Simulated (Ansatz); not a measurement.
## GaN (P6_3mc): the host for defect calculations

Aim: the runs on the perfect crystal GaN (P6_3mc) that a defect calculation needs first.

Program: Ansatz 0.2.0. Level of theory: plane-wave PAW DFT, r2SCAN; single point of the host's primitive cell on a dense mesh; PAW set soft_1, in the first sound run; inputs show where later runs differ. Results are calculated unless marked as measured.

## 1. Set-up

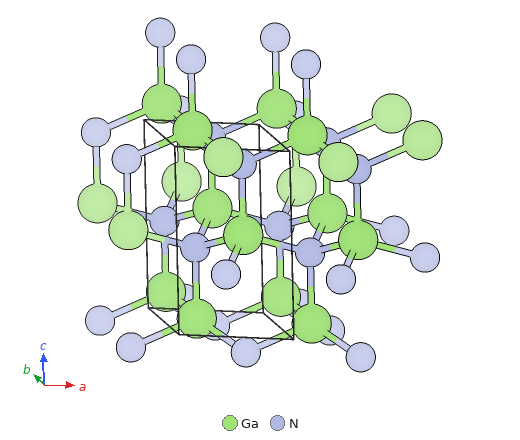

The cell as given, slightly off an axis (gallium green, nitrogen light blue). 2×2×1 cells are drawn. Some periodic images of atoms are drawn too.

## 2. Primitive cell on a dense mesh

A dense mesh gives the host's converged energy, against which the supercell's sampling is tested.

Contents of dense/input.yaml:

```yaml
crystal:
  lattice:
    - [3.1832725448, 0.0, 0.0]
    - [-1.5916362724, 2.7567948909, 0.0]
    - [0.0, 0.0, 5.1838316146]
  atoms:
    - { symbol: Ga, position: [0.6666666667, 0.3333333333, 0.4991062361] }
    - { symbol: Ga, position: [0.3333333333, 0.6666666667, 0.9991062361] }
    - { symbol: "N", position: [0.6666666667, 0.3333333333, 0.8758937639] }
    - { symbol: "N", position: [0.3333333333, 0.6666666667, 0.3758937639] }
basis:
  ecutwfc: 500
  xc_grid: 2
hamiltonian:
  xc: r2scan
  pseudopotentials: { kind: paw, azcp: { folder: soft_1 } }
kpoints:
  mp_grid: { grid: [10, 10, 6] }
scf:
  occupations: { method: fermi_dirac, width: 0.01 }
  max_iter: 80
```

Command:

```console
ansatz run input.yaml --threads 4 --pin off --max-ram 7536MiB --backend cpu --events-out ev --progress --plain --runs-dir out
```

Numbers of over 12 decimals in the logs are rounded to 6 here.

Log:

```text
Engine: ansatz 0.2.0, x86_64-unknown-linux-gnu
Pseudopotentials: kind: paw
Pseudopotential: Ga, paw, valence charge 13, recommended cutoff 500 eV (meta_gga), soft_1/Ga.paw.azcp
Pseudopotential: N, paw, valence charge 5, recommended cutoff 500 eV (meta_gga), soft_1/N.paw.azcp
Functional definition: r2SCAN
  parameter k0 = 0.174
  parameter k1 = 0.065
  parameter a1 = 4.9479
  exchange = r2scan_x(k0 = k0, k1 = k1, a1 = a1)
  correlation = r2scan_c
Crystal: 4 atoms, lattice volume = 45.491 Å³
Basis set: ecut = 500 eV, 1129 PW (Γ), exchange–correlation on 48×48×80 points (8 copies of the dense FFT grid, shifted against one another)
Bands: 22, of which v1, the nominal top of the filled ones, is band 18 counted from 1 (17 counted from 0)
Symmetry: 12 space group operations
Space group: P63mc (ITA 186), of the structure as read, at distance tolerance 3.6e-5 Å
k-points: 56 of 600 (time reversal used)
Non-local potential: Ga, projectors of the file, l = 0: 2, l = 1: 2, l = 2: 3, l = 3: 1
Non-local potential: N, projectors of the file, l = 0: 2, l = 1: 2, l = 2: 1
PAW form: soft (Blöchl's): semilocal exchange-correlation on the pseudo side does not see the compensation charge
PAW frozen core: Ga, regenerated for the run's functional (the file was generated under x = pbe(κ = 0.804, μ = 0.219515), c = pbe(β = 0.066725))
PAW frozen core: N, regenerated for the run's functional (the file was generated under x = pbe(κ = 0.804, μ = 0.219515), c = pbe(β = 0.066725))
PAW one-centre angular grid: Ga, 590 points (default); XC on 160 Gauss nodes
PAW one-centre angular grid: N, 302 points (default); XC on 160 Gauss nodes
Initial density: superposition of atomic densities (chi_scale 0.1, normalization cell, long waves kept (reshape's long-wave potential 0.00 eV rms))
Initial wavefunctions: pseudopotential atomic-orbital guess
Functional: x = r2scan, c = r2scan; τ floored in thin density (d = 2e-4 eV/Å³)
SCF iter   1: F=—  HF=-8353.742661 eV  |F-HF|=—  |Δ(HF+E_count)|=         —  Δρ=1.16e-1  dr2=4.96e0  dr2_τ=5.78e-1  ethr=3.10e-3  ⟨swp⟩=4.6  Hψ=4920  notcnv=0
preconditioner: auto → Resta (q_TF=auto, 2.624 Å⁻¹)  ε∞=4.4  [insulator: Δε(μ)=2.908 eV  Ē_g=17.885 eV  σ=0.010 eV  W_gap=1.00  n_scr=22 (ndim 8)  ℏωp=33.0 eV  f_vac=0.000  D(μ)=0.00/eV (n_scr^D=0)  ε∞_Penn≈4.4]
SCF iter   2: F=—  HF=-8352.706077 eV  |F-HF|=—  |Δ(HF+E_count)|=    1.04e0  Δρ=5.19e-2  dr2=6.84e-1  dr2_τ=7.36e-2  ethr=3.10e-3  ⟨swp⟩=2.2  Hψ=2922  notcnv=0
SCF iter   3: F=—  HF=-8352.784122 eV  |F-HF|=—  |Δ(HF+E_count)|=   7.80e-2  Δρ=1.80e-2  dr2=1.13e-1  dr2_τ=7.71e-3  ethr=1.90e-3  ⟨swp⟩=2.0  Hψ=1456  notcnv=0
SCF iter   4: F=—  HF=-8352.778741 eV  |F-HF|=—  |Δ(HF+E_count)|=   5.38e-3  Δρ=3.52e-3  dr2=3.91e-3  dr2_τ=2.32e-4  ethr=3.13e-4  ⟨swp⟩=2.8  Hψ=2315  notcnv=0
SCF iter   5: F=—  HF=-8352.781913 eV  |F-HF|=—  |Δ(HF+E_count)|=   3.17e-3  Δρ=2.19e-3  dr2=1.40e-3  dr2_τ=5.08e-5  ethr=1.08e-5  ⟨swp⟩=2.4  Hψ=2475  notcnv=0
SCF iter   6: F=—  HF=-8352.780570 eV  |F-HF|=—  |Δ(HF+E_count)|=   1.34e-3  Δρ=4.11e-4  dr2=8.91e-5  dr2_τ=3.76e-6  ethr=3.88e-6  ⟨swp⟩=2.0  Hψ=2454  notcnv=0
SCF iter   7: F=—  HF=-8352.780591 eV  |F-HF|=—  |Δ(HF+E_count)|=   2.06e-5  Δρ=1.48e-4  dr2=1.11e-5  dr2_τ=5.45e-7  ethr=2.47e-7  ⟨swp⟩=2.1  Hψ=2301  notcnv=0
SCF iter   8: F=—  HF=-8352.780591 eV  |F-HF|=—  |Δ(HF+E_count)|=   5.36e-7  Δρ=2.40e-5  dr2=2.61e-7  dr2_τ=3.97e-9  ethr=3.09e-8  ⟨swp⟩=2.0  Hψ=1910  notcnv=0
SCF iter   9: F=-8352.780591 eV  HF=-8352.780591 eV  |F-HF|=9.09e-11  |Δ(HF+E_count)|=   6.28e-8  Δρ=5.67e-6  dr2=1.24e-8  dr2_τ=2.18e-10  ethr=2.78e-10  ⟨swp⟩=2.4  Hψ=2526  notcnv=0
SCF 1 converged in 9 iterations: F = -8352.780591 eV  dr2 = 1.24e-8
  greatest PAW one-centre occupation: 0.994 electrons in one spin orbital (limit 2), on the Ga atom at site 1 (counted from 0), in its partial waves of l = 2
SCF converged after 9 iterations
Free energy (F): -8352.780591 eV
Harris-Foulkes:  -8352.780591 eV  (|F-HF|=9.09e-11)
Internal energy: -8352.780591 eV  (E = F + TS)
E sigma→0 (E₀):  -8352.780591 eV
Fermi energy:    10.649776 eV
--- Per-component energies (eV) ---
  E_band       = -29.933199
  E_kinetic    = 481.168125
  E_local      = -2831.923412  (includes V_loc(G=0)·N_el)
  E_nonlocal   = -105.946693
  E_hartree    = 1798.201883
  E_xc         = -231.725174
  E_vxc        = -280.053524  (∫ρ·V_xc dr)
  E_paw        = -4283.182423  (= ΣΔE_a)
  E_vpaw       = -904.840922  (= ΣTr[D̂ρ^β])
  E_aug_tail   = 0.000047  (compensation charges beyond the density's cutoff)
  E_vtau       = 15.256393  (kinetic-family band-sum trace: ∫τ·v_τ [+ j·A + Jᵃ·Aᵃ] dr)
  E_ewald      = -3178.007683
  E_core_change = -1.365260  (= ΣΔE_core)
  E_smearing   = -0.000000  (= −TS)
  E_closure    = -0.000000  (closes the sum)
  Σ components = -8352.780591   (vs F -8352.780591, Δ=0.00e0)
```

It took 3.7 s on 4 threads of Intel Xeon at 2.60GHz (Ice Lake), shared host; peak memory 0.43 GiB; 9.9 s of CPU time.

## 3. Self-consistent run

This step: plane-wave PAW DFT, r2SCAN; single point of the defect-free supercell, a test of its k-points; PAW set soft_1 (Ansatz 0.2.0).

System of this step: GaN (P6_3mc). The structure is hexagonal, space group P6_3mc (No. 186). The conventional cell has a = 3.183 Å, b = 3.183 Å, c = 5.184 Å, α = 90.00°, β = 90.00°, γ = 120.00°. Nearest to Ga lie 4 N at 1.95 Å. N has 4 Ga at 1.95 Å nearest. Farther neighbours and most contacts between anions are not listed.

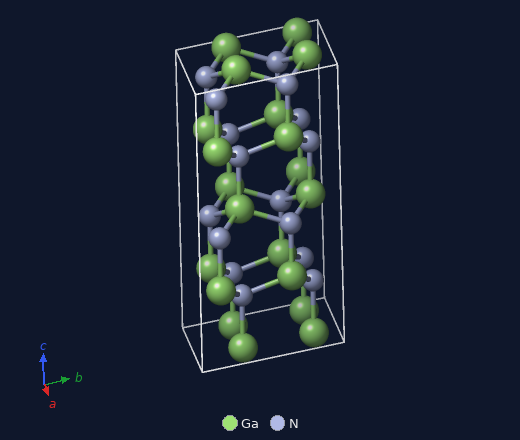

The cell of this step (gallium green, nitrogen light blue). Some periodic images of atoms are drawn too.

Contents of pristine.sampling/input.yaml:

```yaml
crystal:
  lattice:
    - [6.3665450895, 0.0, 0.0]
    - [-3.1832725448, 5.5135897818, 0.0]
    - [0.0, 0.0, 10.3676632292]
  atoms:
    - { symbol: Ga, position: [0.3333333334, 0.1666666666, 0.249553118] }
    - { symbol: Ga, position: [0.1666666666, 0.3333333334, 0.499553118] }
    - { symbol: "N", position: [0.3333333334, 0.1666666666, 0.437946882] }
    - { symbol: "N", position: [0.1666666666, 0.3333333334, 0.187946882] }
    - { symbol: Ga, position: [0.3333333334, 0.1666666666, 0.749553118] }
    - { symbol: Ga, position: [0.1666666666, 0.3333333334, 0.999553118] }
    - { symbol: "N", position: [0.3333333334, 0.1666666666, 0.937946882] }
    - { symbol: "N", position: [0.1666666666, 0.3333333334, 0.687946882] }
    - { symbol: Ga, position: [0.3333333334, 0.6666666666, 0.249553118] }
    - { symbol: Ga, position: [0.1666666666, 0.8333333333, 0.499553118] }
    - { symbol: "N", position: [0.3333333334, 0.6666666666, 0.437946882] }
    - { symbol: "N", position: [0.1666666666, 0.8333333333, 0.187946882] }
    - { symbol: Ga, position: [0.3333333334, 0.6666666666, 0.749553118] }
    - { symbol: Ga, position: [0.1666666666, 0.8333333333, 0.999553118] }
    - { symbol: "N", position: [0.3333333334, 0.6666666666, 0.937946882] }
    - { symbol: "N", position: [0.1666666666, 0.8333333333, 0.687946882] }
    - { symbol: Ga, position: [0.8333333333, 0.1666666666, 0.249553118] }
    - { symbol: Ga, position: [0.6666666666, 0.3333333334, 0.499553118] }
    - { symbol: "N", position: [0.8333333333, 0.1666666666, 0.437946882] }
    - { symbol: "N", position: [0.6666666666, 0.3333333334, 0.187946882] }
    - { symbol: Ga, position: [0.8333333333, 0.1666666666, 0.749553118] }
    - { symbol: Ga, position: [0.6666666666, 0.3333333334, 0.999553118] }
    - { symbol: "N", position: [0.8333333333, 0.1666666666, 0.937946882] }
    - { symbol: "N", position: [0.6666666666, 0.3333333334, 0.687946882] }
    - { symbol: Ga, position: [0.8333333333, 0.6666666666, 0.249553118] }
    - { symbol: Ga, position: [0.6666666666, 0.8333333333, 0.499553118] }
    - { symbol: "N", position: [0.8333333333, 0.6666666666, 0.437946882] }
    - { symbol: "N", position: [0.6666666666, 0.8333333333, 0.187946882] }
    - { symbol: Ga, position: [0.8333333333, 0.6666666666, 0.749553118] }
    - { symbol: Ga, position: [0.6666666666, 0.8333333333, 0.999553118] }
    - { symbol: "N", position: [0.8333333333, 0.6666666666, 0.937946882] }
    - { symbol: "N", position: [0.6666666666, 0.8333333333, 0.687946882] }
basis:
  ecutwfc: 500
  xc_grid: 2
hamiltonian:
  xc: r2scan
  pseudopotentials: { kind: paw, azcp: { folder: soft_1 } }
kpoints:
  mp_grid: { grid: [1, 1, 1], shift: [0.25, 0.25, 0.25] }
scf:
  occupations: { method: fermi_dirac, width: 0.01 }
  max_iter: 80
```

Log:

```text
[...]
Crystal: 32 atoms, lattice volume = 363.931 Å³
Basis set: ecut = 500 eV, 9211 PW (Γ), exchange–correlation on 96×96×160 points (8 copies of the dense FFT grid, shifted against one another)
Bands: 176, of which v1, the nominal top of the filled ones, is band 144 counted from 1 (143 counted from 0)
Symmetry: 16 space group operations
k-points: 1
[...]
SCF iter   1: F=—  HF=-66833.131815 eV  |F-HF|=—  |Δ(HF+E_count)|=         —  Δρ=1.13e-1  dr2=3.66e1  dr2_τ=4.23e0  ethr=3.10e-3  ⟨swp⟩=5.0  Hψ=548  notcnv=0  defer=1
[...]
SCF iter   3: F=—  HF=-66826.235420 eV  |F-HF|=—  |Δ(HF+E_count)|=   5.74e-1  Δρ=1.73e-2  dr2=8.32e-1  dr2_τ=5.90e-2  ethr=1.79e-3  ⟨swp⟩=2.0  Hψ=158  notcnv=0  defer=15
automatic band count: iteration 3 solves 166 bands in place of 176: the levels show a gap, and the empty bands left out lie too high to hold charge; the band table lists the bands solved (type scf.n_extra_bands for more)
SCF iter   4: F=—  HF=-66826.192921 eV  |F-HF|=—  |Δ(HF+E_count)|=   4.25e-2  Δρ=3.39e-3  dr2=2.88e-2  dr2_τ=1.51e-3  ethr=2.89e-4  ⟨swp⟩=2.0  Hψ=206  notcnv=0  defer=15
[...]
SCF iter   9: F=-66826.208561 eV  HF=-66826.208561 eV  |F-HF|=4.61e-9  |Δ(HF+E_count)|=   5.04e-7  Δρ=5.40e-6  dr2=9.40e-8  dr2_τ=1.81e-9  ethr=1.26e-10  ⟨swp⟩=3.0  Hψ=429  notcnv=0
SCF 1 converged in 9 iterations: F = -66826.208561 eV  dr2 = 9.40e-8
[...]
SCF converged after 9 iterations
Free energy (F): -66826.208561 eV
[...]
Internal energy: -66826.208561 eV  (E = F + TS)
E sigma→0 (E₀):  -66826.208561 eV
Fermi energy:    11.445998 eV
[...]
```

The job ended after 3.3 s (4 threads; peak memory 0.87 GiB; 11 s of CPU time).

This step gave:

| Property | Result |
| --- | --- |
| energy over dense mesh | -0.1239 eV/atom |

## 4. Defect free supercell relaxed from its symmetric sites

This cell, the one that will hold the defects, is built from the relaxed host. Its coarser k-points can move the atoms a little, so it is relaxed from the symmetric sites, as the reference for the test of stability.

This step: plane-wave PAW DFT, r2SCAN; relaxation of the defect-free supercell from its symmetric sites; PAW set soft_1 (Ansatz 0.2.0).

pristine.symmetric/input.yaml, as its differences from pristine.sampling/input.yaml of step 3:

```diff
@@ -45,3 +45,3 @@
 kpoints:
-  mp_grid: { grid: [1, 1, 1], shift: [0.25, 0.25, 0.25] }
+  mp_grid: { grid: [2, 2, 2], shift: [0.5, 0.5, 0.5] }
 scf:
@@ -49 +49,12 @@
   max_iter: 80
+output:
+  forces: true
+relax:
+  f_tol: 0.01
+  max_steps: 60
+  escape_saddle: false
+checkpoint:
+  write: "../pristine.symmetric.run"
+  compress: false
+  write_wavefunctions: false
+  write_every: 100000
```

Log:

```text
[... repeated set-up lines and file paths are left out, and long positions are rounded to six places ...]
Warning: crystal.symmetry: narrowed to the stabiliser of the k-point mesh — unitary ops 96 → 32; [...]
[...]
Crystal: 32 atoms, lattice volume = 363.931 Å³
Basis set: ecut = 500 eV, 9211 PW (Γ), exchange–correlation on 96×96×160 points (8 copies of the dense FFT grid, shifted against one another)
Bands: 176, of which v1, the nominal top of the filled ones, is band 144 counted from 1 (143 counted from 0)
Symmetry: 32 space group operations
k-points: 2 of 8 (time reversal used)
[...]
SCF iter   1: F=—  HF=-66830.034759 eV  |F-HF|=—  |Δ(HF+E_count)|=         —  Δρ=1.16e-1  dr2=3.94e1  dr2_τ=4.59e0  ethr=3.10e-3  ⟨swp⟩=5.5  Hψ=1150  notcnv=0  defer=1
[...]
SCF iter   8: F=-66822.394839 eV  HF=-66822.394839 eV  |F-HF|=1.78e-7  |Δ(HF+E_count)|=   6.04e-8  Δρ=2.19e-5  dr2=1.71e-6  dr2_τ=3.35e-8  ethr=8.68e-10  ⟨swp⟩=3.0  Hψ=1216  notcnv=0
SCF 1 converged in 8 iterations: F = -66822.394839 eV  dr2 = 1.71e-6
[...]
relax step   1: F+E_penalty+E_count = -66822.39483874 eV  Δ(F+E_penalty+E_count) = +0.000e0 eV  max|allowed force component| = 5.375e-3 eV/Å  Δτ_max = 0.0000 Å  (8 SCF iters, dr2 threshold 2.50e-6 eV, accepted)
[...]
iter 1 solved again at ethr=5.90e-10 eV; its pass at ethr=3.10e-3 eV (dr2=1.70e-6 eV) is discarded
[...]
SCF iter   3: F=-66822.394839 eV  HF=-66822.394839 eV  |F-HF|=1.42e-8  |Δ(HF+E_count)|=   2.79e-7  Δρ=4.70e-6  dr2=7.71e-8  dr2_τ=5.73e-9  ethr=3.47e-11  ⟨swp⟩=2.0  Hψ=963  notcnv=0
SCF 2 converged in 3 iterations: F = -66822.394839 eV  dr2 = 7.71e-8
relax step   2: F+E_penalty+E_count = -66822.39483910 eV  Δ(F+E_penalty+E_count) = -3.688e-7 eV  max|allowed force component| = 5.374e-3 eV/Å  Δτ_max = 0.0000 Å  (3 SCF iters, accepted)
[...]
SCF iter   2: F=-66822.394839 eV  HF=-66822.394839 eV  |F-HF|=1.25e-8  |Δ(HF+E_count)|=   1.12e-8  Δρ=2.83e-6  dr2=3.14e-8  dr2_τ=6.55e-10  ethr=2.65e-11  ⟨swp⟩=3.0  Hψ=936  notcnv=0
SCF 3 converged in 2 iterations: F = -66822.394839 eV  dr2 = 3.14e-8
SCF converged after 2 iterations
Free energy (F): -66822.394839 eV
[...]
Internal energy: -66822.394839 eV  (E = F + TS)
E sigma→0 (E₀):  -66822.394839 eV
Fermi energy:    11.184127 eV
[...]
--- Forces (eV/Å), atoms counted from 1 ---
  atom   1  Ga    -0.00403311     0.00232852    -0.00010397
  atom   2  Ga     0.00403311    -0.00232852    -0.00010397
  atom   3  N      0.00537423    -0.00310281     0.00045191
  atom   4  N     -0.00537423     0.00310281     0.00045191
  atom   5  Ga    -0.00403311     0.00232852    -0.00010397
  atom   6  Ga     0.00403311    -0.00232852    -0.00010397
  atom   7  N      0.00537423    -0.00310281     0.00045191
  atom   8  N     -0.00537423     0.00310281     0.00045191
  atom   9  Ga    -0.00403311     0.00232852    -0.00010397
  atom  10  Ga     0.00403311    -0.00232852    -0.00010397
  atom  11  N      0.00537423    -0.00310281     0.00045191
  atom  12  N     -0.00537423     0.00310281     0.00045191
  atom  13  Ga    -0.00403311     0.00232852    -0.00010397
  atom  14  Ga     0.00403311    -0.00232852    -0.00010397
  atom  15  N      0.00537423    -0.00310281     0.00045191
  atom  16  N     -0.00537423     0.00310281     0.00045191
  atom  17  Ga    -0.00403311     0.00232852    -0.00010397
  atom  18  Ga     0.00403311    -0.00232852    -0.00010397
  atom  19  N      0.00537423    -0.00310281     0.00045191
  atom  20  N     -0.00537423     0.00310281     0.00045191
  atom  21  Ga    -0.00403311     0.00232852    -0.00010397
  atom  22  Ga     0.00403311    -0.00232852    -0.00010397
  atom  23  N      0.00537423    -0.00310281     0.00045191
  atom  24  N     -0.00537423     0.00310281     0.00045191
  atom  25  Ga    -0.00403311     0.00232852    -0.00010397
  atom  26  Ga     0.00403311    -0.00232852    -0.00010397
  atom  27  N      0.00537423    -0.00310281     0.00045191
  atom  28  N     -0.00537423     0.00310281     0.00045191
  atom  29  Ga    -0.00403311     0.00232852    -0.00010397
  atom  30  Ga     0.00403311    -0.00232852    -0.00010397
  atom  31  N      0.00537423    -0.00310281     0.00045191
  atom  32  N     -0.00537423     0.00310281     0.00045191
  max |Σ_I F_I| component: 5.57e-3 eV/Å
--- Relaxed structure (2 steps of the walk, 2 accepted, 0 SCFs on fresh bases) ---
  F+E_penalty+E_count = -66822.39483910 eV   max|allowed force component| = 5.374e-3 eV/Å
  atoms:
    - { symbol: Ga, position: [0.333333, 0.166667, 0.249553] }
    - { symbol: Ga, position: [0.166667, 0.333333, 0.499553] }
    - { symbol: N, position: [0.333333, 0.166667, 0.437947] }
    - { symbol: N, position: [0.166667, 0.333333, 0.187947] }
    - { symbol: Ga, position: [0.333333, 0.166667, 0.749553] }
    - { symbol: Ga, position: [0.166667, 0.333333, 0.999553] }
    - { symbol: N, position: [0.333333, 0.166667, 0.937947] }
    - { symbol: N, position: [0.166667, 0.333333, 0.687947] }
    - { symbol: Ga, position: [0.333333, 0.666667, 0.249553] }
    - { symbol: Ga, position: [0.166667, 0.833333, 0.499553] }
    - { symbol: N, position: [0.333333, 0.666667, 0.437947] }
    - { symbol: N, position: [0.166667, 0.833333, 0.187947] }
    - { symbol: Ga, position: [0.333333, 0.666667, 0.749553] }
    - { symbol: Ga, position: [0.166667, 0.833333, 0.999553] }
    - { symbol: N, position: [0.333333, 0.666667, 0.937947] }
    - { symbol: N, position: [0.166667, 0.833333, 0.687947] }
    - { symbol: Ga, position: [0.833333, 0.166667, 0.249553] }
    - { symbol: Ga, position: [0.666667, 0.333333, 0.499553] }
    - { symbol: N, position: [0.833333, 0.166667, 0.437947] }
    - { symbol: N, position: [0.666667, 0.333333, 0.187947] }
    - { symbol: Ga, position: [0.833333, 0.166667, 0.749553] }
    - { symbol: Ga, position: [0.666667, 0.333333, 0.999553] }
    - { symbol: N, position: [0.833333, 0.166667, 0.937947] }
    - { symbol: N, position: [0.666667, 0.333333, 0.687947] }
    - { symbol: Ga, position: [0.833333, 0.666667, 0.249553] }
    - { symbol: Ga, position: [0.666667, 0.833333, 0.499553] }
    - { symbol: N, position: [0.833333, 0.666667, 0.437947] }
    - { symbol: N, position: [0.666667, 0.833333, 0.187947] }
    - { symbol: Ga, position: [0.833333, 0.666667, 0.749553] }
    - { symbol: Ga, position: [0.666667, 0.833333, 0.999553] }
    - { symbol: N, position: [0.833333, 0.666667, 0.937947] }
    - { symbol: N, position: [0.666667, 0.833333, 0.687947] }
```

The job ended after 10 s (4 threads; peak memory 1.2 GiB; 36 s of CPU time).

No atom moved by 0.005 Å in the relaxation.

[end of part 1 of 2]

[Logs are printed without paths, hosts, clocks, repeated set-up lines and the standing remarks that a program may print on its own settings, such as how far it seeks lower states.]

[Hosts, paths, dates, database ids (printed as entryN), source tags and the programs' standing remarks are cut or masked in the printed files.]

[Runs of the host that timed out are not shown.]

[For some hosts the program warned that the k-mesh of the response run may be too coarse for force constants and the static dielectric constant; such warnings are not always shown.]

[The program warned that the k-mesh of a response run behind this text may be too coarse: force constants, and the static dielectric constant and all else formed from them, are not shown converged.]
